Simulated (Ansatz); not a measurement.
Input file:

```
crystal:
  lattice:
    - [4.2732176027, 0.0, 0.0]
    - [0.0, 4.2732176027, 0.0]
    - [0.0, 0.0, 4.5536405585]
  atoms:
    - { symbol: C, position: [0.5, 0.5, 0.5] }
    - { symbol: C, position: [0.0, 0.0, 0.0] }
    - { symbol: O, position: [0.3100325962, 0.6899674038, 0.5] }
    - { symbol: O, position: [0.6899674038, 0.3100325962, 0.5] }
    - { symbol: O, position: [0.1899674038, 0.1899674038, 0.0] }
    - { symbol: O, position: [0.8100325962, 0.8100325962, 0.0] }
basis:
  ecutwfc: 500
kpoints:
  mp_grid: { grid: [6, 6, 6] }
hamiltonian:
  xc: r2scan
scf:
  occupations: { method: gaussian, width: 0.02 }
output:
  forces: true
  stress: true
  eigenvalues: true
  write_density: true
  write_potential: true
  elf: true
  volumetric_format: npy
relax:
  adjacent_minimum: "off"
  f_tol: 0.01
  max_steps: 30
  cell: { stress_tol: 0.1, fix: [volume] }
```

Launched as:

```sh
ansatz run input.yaml --threads 1 --pin off --max-ram 2560MiB --backend cpu --events-out ev --progress --plain --runs-dir out
```

Below, planes, directions and counts refer to the conventional cell (a = 4.27 Å, b = 4.27 Å, c = 4.56 Å, α = 90.00°, β = 90.00°, γ = 90.00°).

The fields are those of the relaxed geometry.

Space group P4₂/mnm; a structure from a database of computed crystals, not necessarily the ambient phase; changed on purpose from its base cell (volume × 0.94, shape and atoms relaxed).

All numbers below come from DFT r2SCAN, scalar-relativistic, plane waves, PAW (Ansatz).

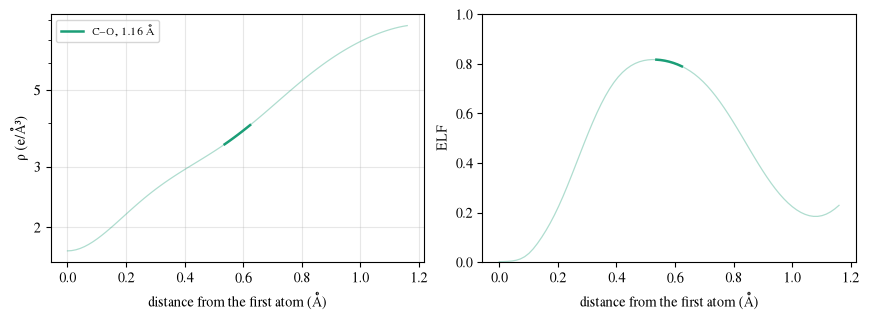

CO2. Valence electron density and electron localisation function along straight lines between neighbouring atoms. Thin, pale parts lie inside the atomic spheres.

Core electrons are frozen (PAW), and the valence fields are smoothed inside the atomic spheres.

What can be read from the curves?

C–O (1.16 Å): the density is about 3.7 e/Å³ at the midpoint; the ELF peaks at about 0.80 between the atoms (inside overlapping PAW spheres, so only a guide); a short, multiple covalent bond.
